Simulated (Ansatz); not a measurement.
# Bands, cutoff and cost in G0W0 for BN (Qingsongite), part 2 of 2

How do accuracy and time trade against each other in G0W0 on BN (Qingsongite)?

Ansatz 0.2.0; G0W0 on PBE, plane waves, PAW; PAW set soft_1. Known limits of the many-body steps: not at the basis limit; coarse k mesh.

So far. Step 4 (75 empty bands, screening to 200 eV): Against the run with 8×8×8 mesh, 35 empty bands, screening to 120 eV, PAW set soft_1 files, the gap moves by +0.20 eV. Step 5 (Changing the k mesh: 6×6×6 mesh, 35 empty bands …): Against the run with 8×8×8 mesh, 35 empty bands, screening to 120 eV, PAW set soft_1 files, the gap moves by −0.001 eV.

## 6. Changing the frequency model: 8×8×8 mesh, 35 empty bands, screening to 120 eV, plasmon pole, PAW set soft_1 files

A plasmon pole stands in for the full frequency dependence of the screening; this run shows what that costs in accuracy.

input.yaml reads:

```yaml
crystal:
  lattice:
    - [0.0, 1.8075, 1.8075]
    - [1.8075, 0.0, 1.8075]
    - [1.8075, 1.8075, 0.0]
  atoms:
    - { symbol: B, position: [0.0, 0.0, 0.0] }
    - { symbol: "N", position: [0.25, 0.25, 0.25] }
kpoints:
  mp_grid: { grid: [8, 8, 8] }
hamiltonian:
  xc: pbe
  pseudopotentials: { kind: paw, azcp: { folder: soft_1 } }
scf:
  occupations: { method: fixed }
gw:
  n_empty_bands: 35
  ecut_chi: 120
  qp_bands: [v2, c2]
  qp_kpoints: band_edges
  screening: { model: godby_needs }
```

Started as:

```sh
$ ansatz run input.yaml --threads 3 --pin off --max-ram 92160MiB --backend cuda --events-out ev --progress --plain --runs-dir out --devices 1 --max-vram 13GiB
```

Numbers of over 12 decimals in the logs are rounded to 6 here.

Log:

```text
GPUs: using 1 of 1 available (devices: 1).
[...]
GPU FFT provider: cuFFT
GPU libraries: cuBLAS 13.8.2, cuFFT 12.4.0, cuSOLVER 12.3.4
Crystal: 2 atoms, lattice volume = 11.810 Å³
Basis set: ecut = 420 eV, 259 PW (Γ)
Bands: 8, of which v1, the nominal top of the filled ones, is band 4 counted from 1 (3 counted from 0)
Symmetry: 24 space group operations
[...]
k-points: 29 of 512 (time reversal used)
[...]
1     6     20.5650    -8.0587    -5.4097   -14.9582  0.8406    22.0631    22.0548  root
[...]
23     3      6.3444   -22.6411     4.0996   -17.3688  0.8177     5.1657     5.1717  root
    23     4      7.7197   -22.0573     3.6337   -17.4346  0.8235     6.7269     6.7307  root
    23     5     20.7661    -7.9987    -5.2391   -14.4877  0.8431    22.0218    22.0159  root
    23     6     22.3428    -8.4695    -5.7645   -15.6212  0.8355    23.7381    23.7300  root
[key lines of the parts left out:]
SCF converged after 6 iterations
Free energy (F): -542.279054 eV
Fermi energy:    11.169687 eV
```

It took 24 s on 1 × NVIDIA H100 80GB HBM3 (shared by 6 runs) with 3 threads of AMD EPYC 7R13 (Zen 3), shared host; peak memory 0.95 GiB; 18 s of CPU time.

This step gave:

| Quantity | Value |
| --- | --- |
| bands summed | 39 |
| plasmon-pole fit frequency | 30.56 eV |
| RPA ε∞ on this mesh (eigenvalues) | 4.471, 4.471, 4.471 |
| plane waves in the screening matrix | 27 |
| G0W0 gap on the mesh | 5.863 eV |
| k of the valence top | 0, 0, 0 |
| k of the conduction bottom | 0, -0.5, -0.5 |
| starting gap on the mesh | 4.466 eV |
| least direct G0W0 gap on the computed points | 10.86 eV |

Against the run with 8×8×8 mesh, 35 empty bands, screening to 120 eV, PAW set soft_1 files, the gap moves by −0.03 eV.

## 7. Changing the files: 8×8×8 mesh, 35 empty bands, screening to 120 eV, hard PAW files

Other atomic data (hard PAW) test the pseudisation: the cutoff goes from 420 to 870 eV, with the same valence electrons.

This step: G0W0 on PBE, plane waves, PAW.

input.yaml, the sections that differ from step 6:

```yaml
hamiltonian:
  xc: pbe
  pseudopotentials: { kind: paw, source: ansatz }
gw:
  n_empty_bands: 35
  ecut_chi: 120
  qp_bands: [v2, c2]
  qp_kpoints: band_edges
  screening: { model: contour_deformation }
# crystal, kpoints, scf: as in step 6
```

Log:

```text
GPUs: using 1 of 1 available (devices: 1).
[...]
GPU FFT provider: cuFFT
GPU libraries: cuBLAS 13.8.2, cuFFT 12.4.0, cuSOLVER 12.3.4
Crystal: 2 atoms, lattice volume = 11.810 Å³
Basis set: ecut = 870 eV, 701 PW (Γ)
Bands: 8, of which v1, the nominal top of the filled ones, is band 4 counted from 1 (3 counted from 0)
Symmetry: 24 space group operations
[...]
k-points: 29 of 512 (time reversal used)
[...]
1     6     20.5596    -8.0556    -5.4389   -14.9387  0.8363    22.0143    22.0039  root
[...]
23     3      6.3372   -22.6377     4.0771   -17.3696  0.8096     5.1370     5.1462  root
    23     4      7.7121   -22.0554     3.5964   -17.4369  0.8180     6.6843     6.6900  root
    23     5     20.7592    -7.9916    -5.2708   -14.4767  0.8383    21.9808    21.9734  root
    23     6     22.3459    -8.4512    -5.7988   -15.5934  0.8286    23.7003    23.6894  root
[key lines of the parts left out:]
SCF converged after 6 iterations
Free energy (F): -542.263604 eV
Fermi energy:    11.162091 eV
```

Wall time 24 s (1 × NVIDIA H100 80GB HBM3 (shared by 6 runs) with 3 threads); peak memory 0.98 GiB; 21 s of CPU time.

Numbers from this step:

```yaml
bands_summed: 39
rpa_eps_infinity_on_this_mesh_eigenvalues: 4.469, 4.469, 4.469
plane_waves_in_the_screening_matrix: 27
g0w0_gap_on_the_mesh: 5.903 eV
k_of_the_valence_top: 0, 0, 0
k_of_the_conduction_bottom: 0, -0.5, -0.5
starting_gap_on_the_mesh: 4.467 eV
least_direct_g0w0_gap_on_the_computed_points: 10.87 eV
```

Against the run with 8×8×8 mesh, 35 empty bands, screening to 120 eV, PAW set soft_1 files, the gap moves by +0.008 eV.

## 8. The runs together

Times are wall times on 1 × NVIDIA H100 80GB HBM3 (shared by 6 runs) with 3 threads of AMD EPYC 7R13 (Zen 3), shared host, good to a factor of about two.

```csv
mesh,files,frequency,bands summed,cutoff (eV),start (eV),G0W0 (eV),time,host memory (GiB)
8×8×8,PAW set soft_1,contour deformation,16,60,4.466,5.620,23 s,0.93
8×8×8,PAW set soft_1,contour deformation,39,120,4.466,5.895,16 s,0.97
8×8×8,PAW set soft_1,contour deformation,79,200,4.466,6.097,26 s,0.97
6×6×6,PAW set soft_1,contour deformation,39,120,4.465,5.894,13 s,0.96
8×8×8,PAW set soft_1,plasmon pole,39,120,4.466,5.863,24 s,0.95
8×8×8,hard PAW,contour deformation,39,120,4.467,5.903,24 s,0.98
```

How the two edges are built up, in eV (the quasiparticle level is the starting level plus Σx plus Σc less Vxc):

```
     run               edge  start      Σx     Σc     Vxc     Z     QP
16 bands        valence top  11.17  -22.85   3.59  -19.29  0.84  11.19
16 bands  conduction bottom  15.64   -8.04  -4.06  -13.29  0.86  16.81
39 bands        valence top  11.17  -22.85   2.92  -19.29  0.83  10.52
39 bands  conduction bottom  15.64   -8.04  -4.46  -13.29  0.85  16.42
79 bands        valence top  11.17  -22.85   2.55  -19.29  0.82  10.16
79 bands  conduction bottom  15.64   -8.04  -4.62  -13.29  0.85  16.25
```

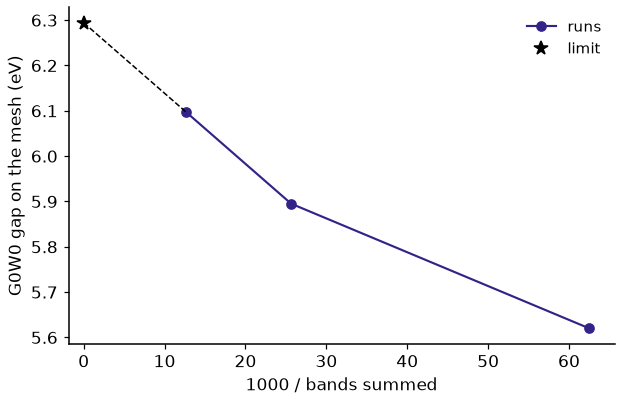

The gap against one over the number of bands; the dashed line carries the two highest rungs to the limit.

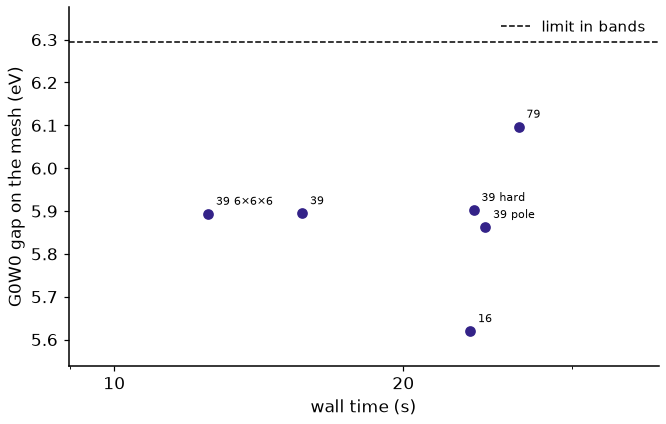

Result against wall time.

## 9. Summary of results

```yaml
16_bands_60_ev: 5.620 eV
39_bands_120_ev: 5.895 eV
79_bands_200_ev: 6.097 eV
estimated_limit_in_bands_and_cutoff: 6.29 eV
mesh_and_start: 8×8×8, PBE
```

**Reading.** A line in one over the bands through the two highest rungs gives 6.29 eV, +0.20 eV from the top rung; the pair below gives 6.09 eV, so the estimate is still climbing. The rungs stand 0.67 eV (16 bands), 0.40 eV (39 bands) and 0.20 eV (79 bands) from it. From 16 to 79 bands the gap moves by +0.48 eV. Σc changes by −1.04 eV at the valence top and −0.56 eV at the conduction bottom, so both edges matter. On the 6×6×6 mesh in place of 8×8×8 the gap differs by −0.001 eV, of which −0.002 eV is already in the start. The plasmon-pole model gives −0.03 eV against contour deformation, 2 % of the correction, and saved no time in this program. Hard PAW files move the gap by +0.01 eV at equal bands and cutoff, +0.001 eV of it in the start.

[Paths, hosts, dates, memory and timing lines, banners, echoed tables and standing remarks are left out of the program output.]

[Logs are printed without paths, hosts, clocks, repeated set-up lines and the standing remarks that a program may print on its own settings, such as how far it seeks lower states.]

[Runs of the session that timed out or met a known fault of the program may be left out.]

[Cells called generated may have been cut or substituted from an entry of the Crystallography Open Database or the Materials Project.]

[Hosts, paths, dates, database ids (printed as entryN), source tags and the programs' standing remarks are cut or masked in the printed files.]
